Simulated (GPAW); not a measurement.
**SiC (F-43m): refractive index against wavelength**

The refractive index of SiC (F-43m) below the direct gap (4.54 eV on the mesh) is read from one computed spectrum, n = √(Re ε).

It takes space group F-43m (No. 216, cubic). Conventional cell: a = 4.358 Å, b = 4.358 Å, c = 4.358 Å, α = 90.00°, β = 90.00°, γ = 90.00°. Si on site a has 4 C at 1.89 Å as nearest neighbours. C on site c has 4 Si at 1.89 Å as nearest neighbours.

Method: GPAW 26.7.0, PBE, RPA, k-mesh 18×18×18, local fields up to 60 eV, Lorentzian half width 0.2 eV.

Launch of the response step: `OMP_NUM_THREADS=1 python df.py`. The run took 50 s, its band step included, on 1 thread of Arm Neoverse V1, on a shared host.

```tsv
wavelength (nm)	photon energy E (eV)	n
1064	1.165	2.6211
850	1.459	2.6379
700	1.771	2.6608
633	1.959	2.6772
532	2.331	2.7165
450	2.755	2.7744
405	3.061	?
```

In the single-oscillator model n² − 1 = E₀E_d/(E₀² − E²), so 1/(n² − 1) = E₀/E_d − E²/(E₀E_d) is linear in E².

Working, on the rows shown:

| x = E² (eV²) | y = 1/(n² − 1) |
| --- | --- |
| 1.35784 | 0.170353 |
| 2.12762 | 0.167827 |
| 3.13716 | 0.164478 |
| 3.83641 | 0.162143 |
| 5.43137 | 0.156755 |
| 7.59115 | 0.149314 |

Means: x̄ = 3.9136, ȳ = 0.16181. Σ(x − x̄)(y − ȳ) = -0.0883, Σ(x − x̄)² = 26.16. Slope = -0.0883 / 26.16 = -0.003376; intercept = ȳ − slope · x̄ = 0.17502. Turned back into n, the line misses the rows shown by at most 0.00067.

Task: Fill in the last column of the withheld row.

Result: At x = 9.3718 the line gives y = 0.14339, that is 2.8239. The run gave 2.8271, so the extrapolation is off by 0.0032, 1.6 % of the range in the table.

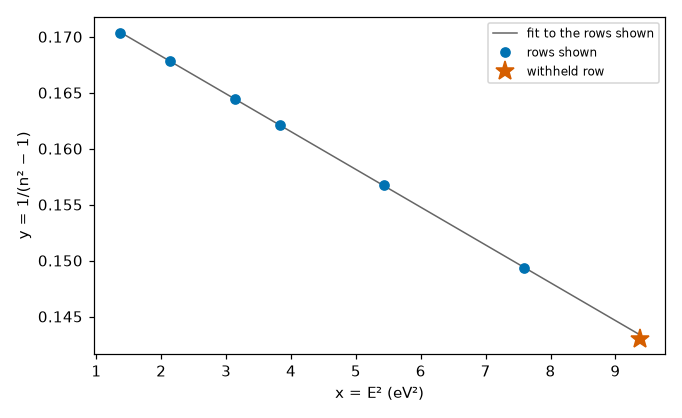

Refitted with all rows, the slope is -0.00341 and the intercept 0.17513. These give E₀ = √(intercept/−slope) = 7.17 eV and E_d = E₀/intercept = 40.9 eV; E₀ is 1.6 times the direct gap. The electronic limit at long wavelengths, without lattice vibrations, is n = √(1 + 1/intercept) = 2.590. Excitons are left out; PBE gaps are as a rule too small. The values come from a sum over the points of one k-mesh and carry its error, which grows as the direct gap shrinks. The local-field cutoff holds few shells of reciprocal vectors for this small cell, so ε∞ can read a few per cent high.

[Logs are printed without paths, hosts, clocks, repeated set-up lines and the standing remarks that a program may print on its own settings, such as how far it seeks lower states.]
